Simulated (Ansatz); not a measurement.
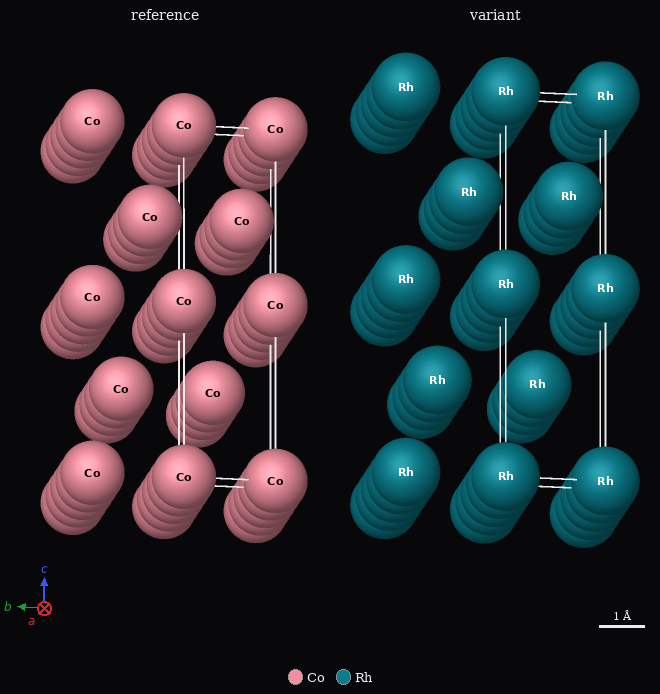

Left: solid Co (set up in P6_3/mmc). Right: the same structure after one change, at the same scale. A spheres-only model of the cell of the calculation, repeated 4 × 2 × 1 with one cell outlined, seen from a free direction.

Computed with Ansatz, DFT PBEsol, scalar-relativistic, plane waves, PAW. Set-up: plane-wave cutoff 420 eV; k-point mesh 18 × 18 × 6; occupations gaussian; smearing width 0.1 eV. Spin polarisation is switched on in some of the runs only.

Q: What distinguishes the right structure from the left one?

A: Every cobalt atom is replaced by rhodium, which gives Rh. Cell and atoms are relaxed again (to zero pressure within 0.1 GPa, forces under 0.01 eV/Å).

Q: What does the change do?

A: The volume per atom goes from 10.40 to 13.53 Å³. The volume changes by +30.1 %, with a = b 2.455 → 2.676 Å (+9.0 %), c 7.965 → 8.726 Å (+9.6 %). The space group stays P6_3/mmc (No. 194). The absolute magnetisation per cell goes from 6.92 to 0.00 μB (net moment 6.39 and 0.00 μB). Both are metals.
